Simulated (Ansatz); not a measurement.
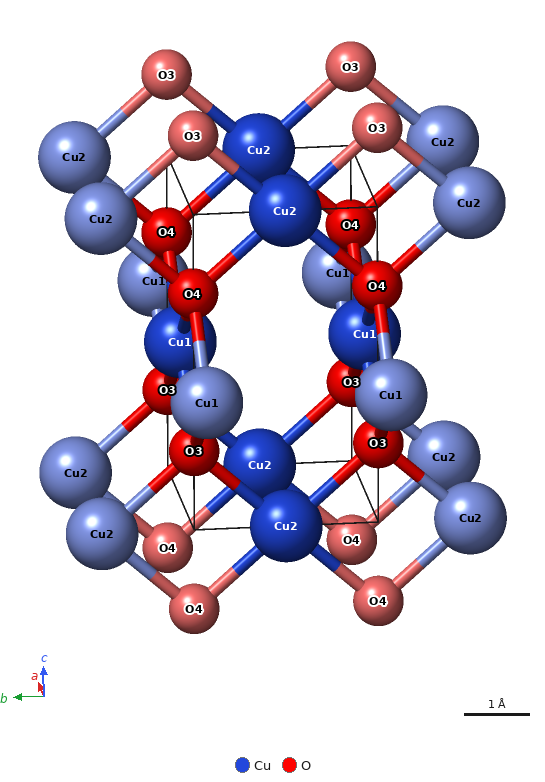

Figure 1. The structure (ball-and-stick view of the cell of the calculation, seen at an oblique angle; neighbours outside the cell are drawn fainter; atoms are numbered from 1 in the order of the input). An atom can appear more than once, as a periodic image.

## CuO: a changed input and its effect

System: CuO (4 atoms in the cell).
Method of run A: DFT r2SCAN, scalar-relativistic, plane waves, PAW, spin-polarised (Ansatz 0.2.0).

The structure derives from a Materials Project entry. Text and figures count atoms from 1; the logs count them from 0 in places.

Input file, run A:
```yaml
crystal:
  lattice:
    - [2.8795009639, 0.0, 0.0]
    - [0.039072758, 2.8792794796, 0.0]
    - [0.0174953863, 0.0172449008, 5.1763391994]
  atoms:
    - { symbol: Cu, position: [0.5, 0.0, 0.5], spin: -0.61 }
    - { symbol: Cu, position: [0.0, 0.5, 0.0], spin: 0.61 }
    - { symbol: O, position: [0.00157603, 0.99832822, 0.2501129] }
    - { symbol: O, position: [0.99842397, 0.00167178, 0.7498871] }
basis:
  ecutwfc: 500
kpoints:
  mp_grid: { grid: [6, 6, 4] }
hamiltonian:
  xc: r2scan
scf:
  occupations: { method: gaussian, width: 0.1 }
output:
  forces: true
  stress: true
  eigenvalues: true
  populations: true
magnetization:
  spin_polarized: true
```

Command:
```bash
ansatz run input.yaml --threads 1 --pin off --max-ram 2560MiB --backend cpu --events-out ev --progress --plain --runs-dir out
```

Hardware: 1 thread of Intel Xeon @ 2.50GHz (Skylake/Cascade Lake), 189 GiB of memory available, shared host.

Output, shortened to warnings, some set-up lines, iterations and results (run A):
```
Basis set: ecut = 500 eV, 1087 PW (Γ), exchange–correlation on 96×96×160 points (64 copies of the dense FFT grid, shifted against one another)
Symmetry: 2 space group operations
k-points: 76 of 144
Initial density: superposition of atomic densities (chi_scale 0.1, normalization cell, long waves kept (reshape's long-wave potential 0.00 eV rms))
[...]
SCF iter   1: F=—  HF=-14396.641553 eV  |F-HF|=—  |Δ(HF+E_count)|=         —  Δρ=4.93e-2 (↑4.89e-2 ↓4.93e-2)  dr2=4.24e-1  dr2_τ=2.26e-2  dr2_m=6.55e-1  M=-0.000 μB …
SCF iter   2: F=—  HF=-14396.938552 eV  |F-HF|=—  |Δ(HF+E_count)|=   2.97e-1  Δρ=3.27e-2 (↑3.27e-2 ↓3.25e-2)  dr2=2.16e-1  dr2_τ=7.37e-3  dr2_m=2.43e-1  M=0.000 μB ∫|m|=0.584 …
SCF iter   3: F=—  HF=-14397.106709 eV  |F-HF|=—  |Δ(HF+E_count)|=   1.68e-1  Δρ=2.34e-2 (↑2.32e-2 ↓2.34e-2)  dr2=1.55e-1  dr2_τ=3.94e-3  dr2_m=9.93e-2  M=0.000 μB ∫|m|=0.634 …
SCF iter   4: F=—  HF=-14397.340495 eV  |F-HF|=—  |Δ(HF+E_count)|=   2.34e-1  Δρ=1.24e-2 (↑1.04e-2 ↓1.24e-2)  dr2=6.94e-2  dr2_τ=7.46e-4  dr2_m=2.04e-2  M=0.005 μB ∫|m|=0.806 …
SCF iter   5: F=—  HF=-14397.354570 eV  |F-HF|=—  |Δ(HF+E_count)|=   1.41e-2  Δρ=1.15e-2 (↑1.15e-2 ↓9.32e-3)  dr2=4.69e-2  dr2_τ=6.06e-4  dr2_m=2.13e-2  M=-0.003 μB …
[... 10 lines ...]
SCF iter  16: F=—  HF=-14397.456583 eV  |F-HF|=—  |Δ(HF+E_count)|=   8.51e-6  Δρ=3.23e-5 (↑3.23e-5 ↓3.04e-5)  dr2=5.54e-7  dr2_τ=6.03e-9  dr2_m=1.18e-7  M=0.000 μB ∫|m|=1.537 …
SCF iter  17: F=—  HF=-14397.456584 eV  |F-HF|=—  |Δ(HF+E_count)|=   8.08e-7  Δρ=2.41e-5 (↑2.41e-5 ↓2.39e-5)  dr2=4.14e-7  dr2_τ=3.08e-9  dr2_m=5.29e-8  M=0.001 μB ∫|m|=1.537 …
SCF iter  18: F=—  HF=-14397.456584 eV  |F-HF|=—  |Δ(HF+E_count)|=   3.67e-7  Δρ=1.54e-5 (↑1.53e-5 ↓1.54e-5)  dr2=2.12e-7  dr2_τ=1.26e-9  dr2_m=1.67e-8  M=0.001 μB ∫|m|=1.537 …
SCF iter  19: F=-14397.456585 eV  HF=-14397.456585 eV  |F-HF|=4.64e-9  |Δ(HF+E_count)|=   8.05e-8  Δρ=4.14e-6 (↑4.14e-6 ↓4.00e-6)  dr2=1.52e-8  dr2_τ=1.58e-10  dr2_m=1.79e-10 …
SCF 1 converged in 19 iterations: F = -14397.456585 eV  dr2 = 1.52e-8
this state was not tested for a lower state beside it, because the mixer in use, unlike msr1, does not test its closes by its own steps (another_mixer; see scf.mixing.algorithm and scf.lower_state_search)
SCF converged after 19 iterations
Magnetization: 0.0005 μB (25.0003 up, 24.9997 down)
Absolute magnetization: 1.5256 μB (∫|ρ↑−ρ↓|, with the PAW one-centre terms)
Spin contamination: 0.8192 ħ² per cell (⟨S²⟩ above its minimum at these occupations)
Per-site moments (μB) at R_I (Å): [(-0.5543628031045524, 0.7983571883277322), (0.554569731839166, 0.7986000271989621), (0.00025563708726915286, 0.7983571883277322), (0.0002556370872692779, 0.7983571883277323)]
Free energy (F): -14397.456585 eV
Harris-Foulkes:  -14397.456585 eV  (|F-HF|=4.64e-9)
Internal energy: -14397.453521 eV  (E = F + TS)
E sigma→0 (E₀):  -14397.455053 eV
Entropy (-TS):   -0.003063 eV (-0.766 meV/atom)
Fermi energy:    11.288493 eV
--- Per-component energies (eV) ---
  E_band       = -976.613826
  E_kinetic    = 943.486204
  E_local      = -10033.689373  (includes V_loc(G=0)·N_el)
  E_nonlocal   = 879.851307
  E_hartree    = 4347.629751
  E_xc         = -312.029204
  E_vxc        = -456.028633  (∫ρ·V_xc dr)
  E_paw        = -3666.340268  (= ΣΔE_a)
  E_vpaw       = -1035.915242  (= ΣTr[D̂ρ^β])
  E_aug_tail   = 0.002356  (compensation charges beyond the density's cutoff)
  E_vtau       = 30.425804  (kinetic-family band-sum trace: ∫τ·v_τ [+ j·A + Jᵃ·Aᵃ] dr)
  E_ewald      = -6555.698196
  E_core_change = -0.666098  (= ΣΔE_core)
  E_smearing   = -0.003063  (= −TS)
  E_closure    = -0.000000  (closes the sum)
  Σ components = -14397.456585   (vs F -14397.456585, Δ=0.00e0)
--- Forces (eV/Å), atoms counted from 1 ---
  atom   1  Cu     0.00000000     0.00000000     0.00000000
  atom   2  Cu     0.00000000     0.00000000     0.00000000
  atom   3  O     -0.00218177     0.00372448    -0.01320303
  atom   4  O      0.00218177    -0.00372448     0.01320303
  max |Σ_I F_I| component: 0.00e0 eV/Å
--- Stress (GPa, compression-positive) ---
       -0.022170      -0.027536       0.004496
       -0.027533      -0.083892       0.019428
        0.004497       0.019429      -0.384041
  P = ⅓ Tr σ = -0.1634 GPa (-1.634 kbar)
--- Löwdin populations: 4 sites ---
  site symbol       q [e]    m [muB]
     0     Cu     17.9042    -0.4858
     1     Cu     17.9048     0.4859
     2      O      6.9763     0.0002
     3      O      6.9763     0.0002
  spilling = 0.004767 (of n_electrons = 50.000000)
```

The input of run B differs as follows (lines with − go, lines with + come):
```diff
-    - { symbol: Cu, position: [0.5, 0.0, 0.5], spin: -0.61 }
-    - { symbol: Cu, position: [0.0, 0.5, 0.0], spin: 0.61 }
+    - { symbol: Cu, position: [0.5, 0.0, 0.5], spin: -1.0 }
+    - { symbol: Cu, position: [0.0, 0.5, 0.0], spin: 1.0 }
```

How does run B compare with run A?

The energy is the same within 0.01 meV per atom. The SCF takes 27 iterations against 19. On the same kind of shared host run B took about 1.7 times as long.

Output, shortened to warnings, some set-up lines, iterations and results (run B):
```
Basis set: ecut = 500 eV, 1087 PW (Γ), exchange–correlation on 96×96×160 points (64 copies of the dense FFT grid, shifted against one another)
Symmetry: 2 space group operations
k-points: 76 of 144
Initial density: superposition of atomic densities (chi_scale 0.1, normalization cell, long waves kept (reshape's long-wave potential 0.00 eV rms))
[...]
SCF iter   1: F=—  HF=-14396.383238 eV  |F-HF|=—  |Δ(HF+E_count)|=         —  Δρ=7.30e-2 (↑7.26e-2 ↓7.30e-2)  dr2=3.74e-1  dr2_τ=3.67e-2  dr2_m=1.80e0  M=-0.001 μB ∫|m|=0.794 …
SCF iter   2: F=—  HF=-14396.831730 eV  |F-HF|=—  |Δ(HF+E_count)|=   4.48e-1  Δρ=4.85e-2 (↑4.85e-2 ↓4.82e-2)  dr2=2.38e-1  dr2_τ=1.04e-2  dr2_m=7.36e-1  M=0.001 μB ∫|m|=0.891 …
SCF iter   3: F=—  HF=-14397.066371 eV  |F-HF|=—  |Δ(HF+E_count)|=   2.35e-1  Δρ=3.42e-2 (↑3.40e-2 ↓3.42e-2)  dr2=1.78e-1  dr2_τ=5.82e-3  dr2_m=3.31e-1  M=-0.000 μB …
SCF iter   4: F=—  HF=-14397.323365 eV  |F-HF|=—  |Δ(HF+E_count)|=   2.57e-1  Δρ=1.88e-2 (↑1.88e-2 ↓1.61e-2)  dr2=2.85e-2  dr2_τ=1.68e-3  dr2_m=1.10e-1  M=0.009 μB ∫|m|=1.042 …
SCF iter   5: F=—  HF=-14397.360981 eV  |F-HF|=—  |Δ(HF+E_count)|=   3.76e-2  Δρ=1.12e-2 (↑1.09e-2 ↓1.12e-2)  dr2=2.40e-2  dr2_τ=7.72e-4  dr2_m=4.06e-2  M=0.004 μB ∫|m|=1.117 …
[... 18 lines ...]
SCF iter  24: F=—  HF=-14397.456580 eV  |F-HF|=—  |Δ(HF+E_count)|=   5.15e-6  Δρ=1.78e-5 (↑1.78e-5 ↓1.66e-5)  dr2=6.45e-8  dr2_τ=1.18e-9  dr2_m=8.18e-8  M=0.001 μB ∫|m|=1.538 …
SCF iter  25: F=—  HF=-14397.456584 eV  |F-HF|=—  |Δ(HF+E_count)|=   3.31e-6  Δρ=1.09e-5 (↑1.09e-5 ↓1.09e-5)  dr2=5.03e-8  dr2_τ=4.89e-10  dr2_m=3.13e-8  M=0.001 μB …
SCF iter  26: F=—  HF=-14397.456584 eV  |F-HF|=—  |Δ(HF+E_count)|=   7.27e-7  Δρ=7.15e-6 (↑6.87e-6 ↓7.15e-6)  dr2=1.45e-8  dr2_τ=2.73e-10  dr2_m=1.37e-8  M=0.001 μB …
SCF iter  27: F=-14397.456585 eV  HF=-14397.456585 eV  |F-HF|=4.49e-9  |Δ(HF+E_count)|=   2.75e-7  Δρ=2.20e-6 (↑2.00e-6 ↓2.20e-6)  dr2=2.76e-9  dr2_τ=2.90e-11  dr2_m=3.75e-10 …
SCF 1 converged in 27 iterations: F = -14397.456585 eV  dr2 = 2.76e-9
this state was not tested for a lower state beside it, because the mixer in use, unlike msr1, does not test its closes by its own steps (another_mixer; see scf.mixing.algorithm and scf.lower_state_search)
SCF converged after 27 iterations
Magnetization: 0.0005 μB (25.0003 up, 24.9997 down)
Absolute magnetization: 1.5255 μB (∫|ρ↑−ρ↓|, with the PAW one-centre terms)
Spin contamination: 0.8191 ħ² per cell (⟨S²⟩ above its minimum at these occupations)
Per-site moments (μB) at R_I (Å): [(-0.5543443364750097, 0.7983571883277322), (0.5545538813837013, 0.7986000271989621), (0.0002557828324160791, 0.7983571883277322), (0.00025578283241615724, 0.7983571883277323)]
Free energy (F): -14397.456585 eV
Harris-Foulkes:  -14397.456585 eV  (|F-HF|=4.49e-9)
Internal energy: -14397.453520 eV  (E = F + TS)
E sigma→0 (E₀):  -14397.455052 eV
Entropy (-TS):   -0.003065 eV (-0.766 meV/atom)
Fermi energy:    11.288545 eV
--- Per-component energies (eV) ---
  E_band       = -976.609818
  E_kinetic    = 943.486587
  E_local      = -10033.684012  (includes V_loc(G=0)·N_el)
  E_nonlocal   = 879.849011
  E_hartree    = 4347.624999
  E_xc         = -312.029398
  E_vxc        = -456.028935  (∫ρ·V_xc dr)
  E_paw        = -3666.338769  (= ΣΔE_a)
  E_vpaw       = -1035.915534  (= ΣTr[D̂ρ^β])
  E_aug_tail   = 0.002356  (compensation charges beyond the density's cutoff)
  E_vtau       = 30.425833  (kinetic-family band-sum trace: ∫τ·v_τ [+ j·A + Jᵃ·Aᵃ] dr)
  E_ewald      = -6555.698196
  E_core_change = -0.666098  (= ΣΔE_core)
  E_smearing   = -0.003065  (= −TS)
  E_closure    = -0.000000  (closes the sum)
  Σ components = -14397.456585   (vs F -14397.456585, Δ=0.00e0)
--- Forces (eV/Å), atoms counted from 1 ---
  atom   1  Cu     0.00000000     0.00000000     0.00000000
  atom   2  Cu     0.00000000     0.00000000     0.00000000
  atom   3  O     -0.00218176     0.00372455    -0.01319744
  atom   4  O      0.00218176    -0.00372455     0.01319744
  max |Σ_I F_I| component: 0.00e0 eV/Å
--- Stress (GPa, compression-positive) ---
       -0.022486      -0.027535       0.004499
       -0.027533      -0.084176       0.019430
        0.004499       0.019430      -0.384064
  P = ⅓ Tr σ = -0.1636 GPa (-1.636 kbar)
--- Löwdin populations: 4 sites ---
  site symbol       q [e]    m [muB]
     0     Cu     17.9042    -0.4858
     1     Cu     17.9048     0.4859
     2      O      6.9763     0.0002
     3      O      6.9763     0.0002
  spilling = 0.004767 (of n_electrons = 50.000000)
```

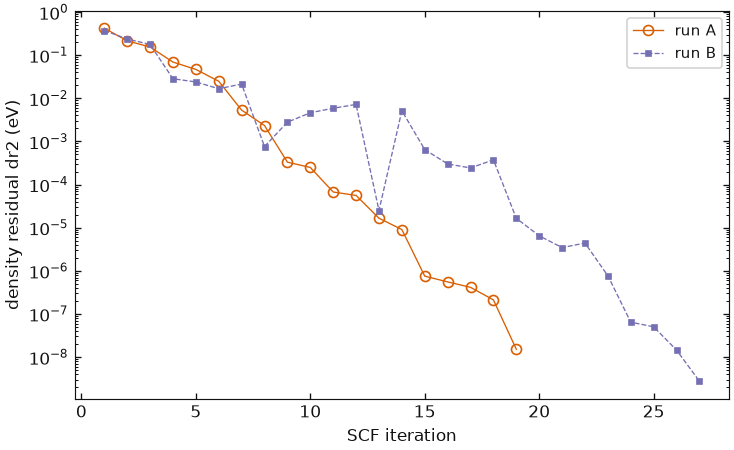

Figure 2. Convergence of the two runs: density residual dr2 against the SCF iteration. Run A takes 19 iterations in all, and run B takes 27.

The two runs side by side:

| quantity | run A | run B |
| --- | --- | --- |
| outcome | converged | converged |
| free energy per atom (eV) | −3599.3641 | −3599.3641 |
| energy per atom, smearing taken to zero (eV) | −3599.3638 | −3599.3638 |
| gap on the mesh (eV) | 0.00 | 0.00 |
| net moment of the cell (μB) | 0.00 | 0.00 |
| absolute moment of the cell (μB) | 1.53 | 1.53 |
| pressure (GPa) | −0.16 | −0.16 |
| largest force (eV/Å) | 0.014 | 0.014 |
| SCF iterations | 19 | 27 |
| irreducible k-points | 76 | 76 |
| plane waves at Γ | 1087 | 1087 |
| wall time (shared host) | 77 s | 2.1 min |

For both runs: The electronic state found may not be the lowest one. Warnings: the state was not tested for a lower one.
